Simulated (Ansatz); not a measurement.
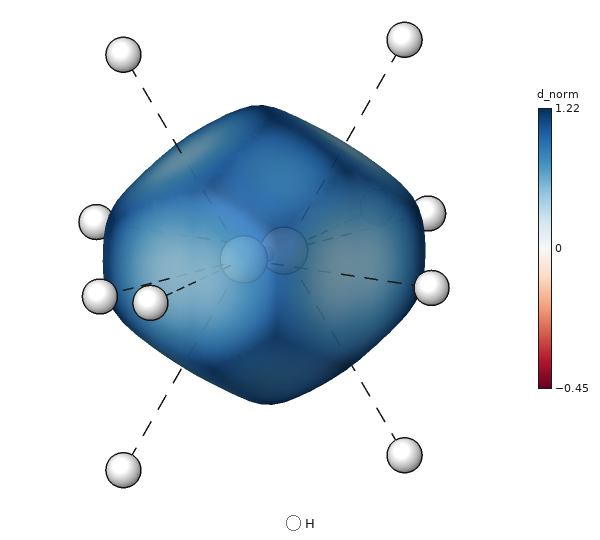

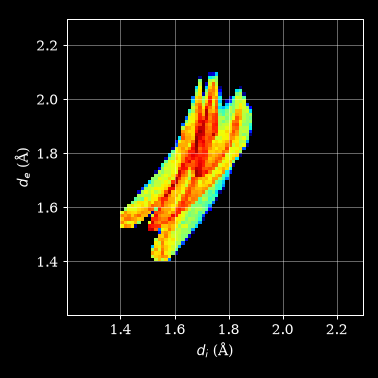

Hirshfeld surface computed for the H2 molecule in H in space group Cmce, coloured by d_norm. Dashed lines lead to the closest neighbours outside. The second picture is its fingerprint plot, coloured by area on a logarithmic scale (blue little, red much).

The surface is where the fragment's share of the procrystal density (the sum of the densities of spherically averaged neutral Hartree-Fock atoms) equals one half. d_i and d_e are the distances from the surface to the nearest nucleus inside and outside; d_norm adds both, each measured against its van der Waals radius (Alvarez: H 1.20 Å), so red marks contacts shorter than the sum of radii, white equal and blue longer. X–H bonds are as in the structure, not normalised.

The cell is taken from the input geometry of an electronic-structure calculation (not necessarily at equilibrium).

```cif
data_structure
_symmetry_space_group_name_H-M 'P 1'
_symmetry_Int_Tables_number 1
_cell_length_a 5.2470
_cell_length_b 5.1338
_cell_length_c 4.1418
_cell_angle_alpha 90.000
_cell_angle_beta 90.000
_cell_angle_gamma 90.000
_cell_volume 111.57
loop_
_atom_site_label
_atom_site_type_symbol
_atom_site_fract_x
_atom_site_fract_y
_atom_site_fract_z
_atom_site_occupancy
H1 H 0.50000 0.54670 0.06851 1
H2 H 0.50000 0.04670 0.43149 1
H3 H 0.50000 0.95330 0.56851 1
H4 H 0.50000 0.45330 0.93149 1
H5 H 0.00000 0.04670 0.06851 1
H6 H 0.00000 0.54670 0.43149 1
H7 H 0.00000 0.45330 0.56851 1
H8 H 0.00000 0.95330 0.93149 1
```

Q: Which contact with the surroundings is the closest relative to the atoms' sizes?

A: H···H at 2.94 Å, 123 % of the sum of the van der Waals radii.

Q: How is the surface shared among contacts (both directions of a pair summed)?

A: H···H 100 %.

Q: Give the size and shape of the surface.

A: It encloses about 25.4 Å³, has an area of about 43 Å² and a globularity of 0.97 (1 for a sphere).

Q: Where does the fingerprint reach closest to the origin?

A: The smallest d_i + d_e is about 2.9 Å, which belongs to the shortest contact, H···H at 2.94 Å; d_e runs from 1.41 to 2.09 Å.
